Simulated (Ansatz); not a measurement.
Consider MoS$_{2}$.

```xyz
12
Lattice="0.0000 5.4548 0.0000 -3.1494 0.0000 0.0000 0.0000 0.0000 12.0918" Properties=species:S:1:pos:R:3 pbc="T T T"
Mo    0.0000    1.8183    3.0229
Mo   -1.5747    4.5457    3.0229
Mo   -1.5747    0.9092    9.0688
Mo    0.0000    3.6366    9.0688
S     0.0000    1.7456    7.5629
S    -1.5747    4.4730    7.5629
S    -1.5747    0.8364    1.5170
S     0.0000    3.5639    1.5170
S     0.0000    1.8910   10.5747
S    -1.5747    4.6184   10.5747
S    -1.5747    0.9818    4.5289
S     0.0000    3.7092    4.5289
```

Space group C2/m; a point of a scan over the structure, not its minimum; not relaxed (largest force 1.6 eV/Å); computed pressure about 7 GPa in this cell; computed without spin polarisation; PAW files of the earlier set (soft_1).

Level of theory: DFT PBE+D3(BJ), scalar-relativistic, plane waves, PAW (Ansatz 0.2.0).

Q: What can the converged valence pseudo-density and electron localisation function tell about the bonding?

A: Mo–S (2.31 Å): ρ is about 0.73 e/Å³ halfway; the ELF peaks at about 0.85 in the valence shell of S, 0.8 Å from its nucleus, and is about 0.45 at the midpoint.
Mo–S (2.42 Å): the density is about 0.59 e/Å³ at the midpoint; the ELF peaks at about 0.85 in the valence shell of S, 0.8 Å from its nucleus, and is about 0.45 at the midpoint.

Q: Does the calculation give a band gap?

A: It is gapped, with a Kohn–Sham gap of 0.69 eV on the k-point mesh, an upper bound to the gap of this method.

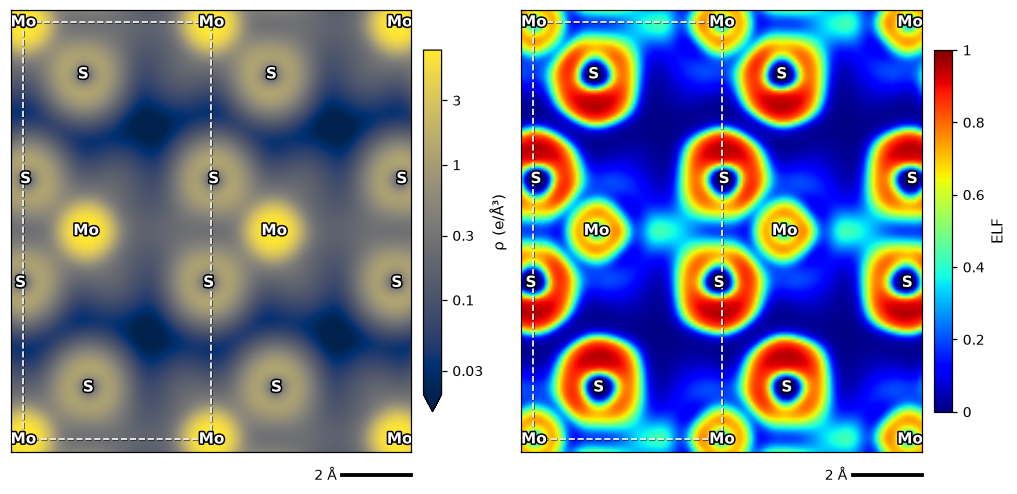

Computed valence pseudo-density and electron localisation function on the (010) plane of the conventional cell, in this order. 
